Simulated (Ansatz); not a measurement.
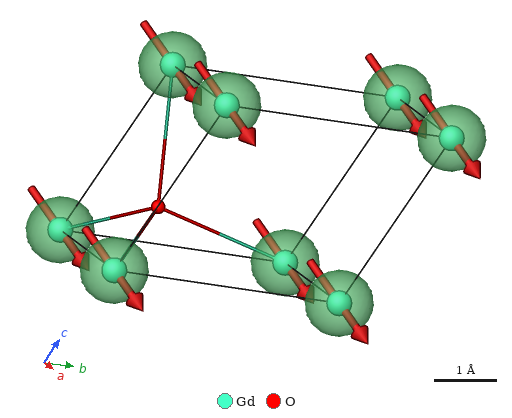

*GdO. Isosurface of the size of the magnetisation density at 3 e/Å³ (green), with the spin moments of the magnetic sites as arrows; seen at an oblique angle.*

Space group F-43m; started from the zincblende prototype; changed on purpose from its base cell (volume × 1.040); computed pressure about −3 GPa in this cell.

Method: DFT PBE, spin-orbit coupling, plane waves, PAW in Ansatz.

```yaml
crystal:
  lattice:
    - [0.00000, 2.72785, 2.72785]
    - [2.72785, 0.00000, 2.72785]
    - [2.72785, 2.72785, 0.00000]
  atoms:
    - { symbol: Gd, position: [0.00000, 0.00000, 0.00000] }
    - { symbol: O, position: [0.25000, 0.25000, 0.25000] }
```

Q: How are the spin moments arranged, and how large are they?

A: Spin moments: Gd 6.7 μB. There is one magnetic site in the cell, along [1 1 −1] of the cell.
